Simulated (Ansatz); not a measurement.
Consider Ag.

Input file:

```
crystal:
  lattice:
    - [3.4135249407, -3.4148473133, 0.0]
    - [3.4135249407, 3.4148473133, 0.0]
    - [0.0, 0.0, 9.1683672967]
  atoms:
    - { symbol: Ag, position: [0.5, 0.0, 0.3136882232] }
    - { symbol: Ag, position: [0.0, 0.5, 0.6863117768] }
    - { symbol: Ag, position: [0.0, 0.5, 0.3136882232] }
    - { symbol: Ag, position: [0.5, 0.0, 0.6863117768] }
    - { symbol: Ag, position: [0.0, 0.0, 0.0] }
basis:
  ecutwfc: 500
kpoints:
  mp_grid: { grid: [8, 8, 4] }
hamiltonian:
  xc: r2scan
scf:
  occupations: { method: gaussian, width: 0.1 }
output:
  forces: true
  stress: true
  eigenvalues: true
  write_density: true
  write_potential: true
  elf: true
  volumetric_format: npy
relax:
  adjacent_minimum: "off"
  f_tol: 0.01
  max_steps: 60
  cell: { stress_tol: 0.1 }
```

Launched as:

```sh
ansatz run input.yaml --threads 1 --pin off --max-ram 2560MiB --backend cpu --events-out ev --progress --plain --runs-dir out
```

Below, planes, directions and counts refer to the conventional cell (a = 3.88 Å, b = 3.88 Å, c = 6.79 Å, α = 90.00°, β = 90.00°, γ = 90.00°).

The fields are those of the run's last geometry, not of the input's.

Space group P4/mmm; computed without spin polarisation.

Method: DFT r2SCAN, scalar-relativistic, plane waves, PAW (Ansatz).

Q: What will maps of the valence pseudo-density and electron localisation function show?

A: Ag–Ag (2.74 Å): ρ is about 0.26 e/Å³ halfway; the ELF is about 0.15 at the midpoint (no shared electron pair shows on this line).
Ag–Ag (2.81 Å): ρ at the midpoint is about 0.24 e/Å³; the ELF is about 0.15 at the midpoint (no shared electron pair shows on this line).

Q: Metal or insulator at this level of theory?

A: It is metallic or semimetallic at this level of theory: no gap opens.

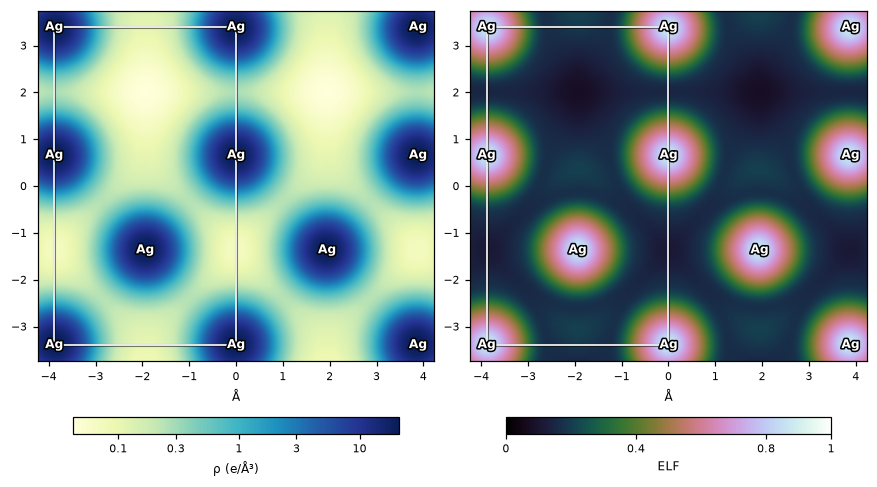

Computed valence pseudo-density and electron localisation function on the (100) plane of the conventional cell, in this order. 

Core electrons are frozen (PAW), and the valence fields are smoothed inside the atomic spheres.
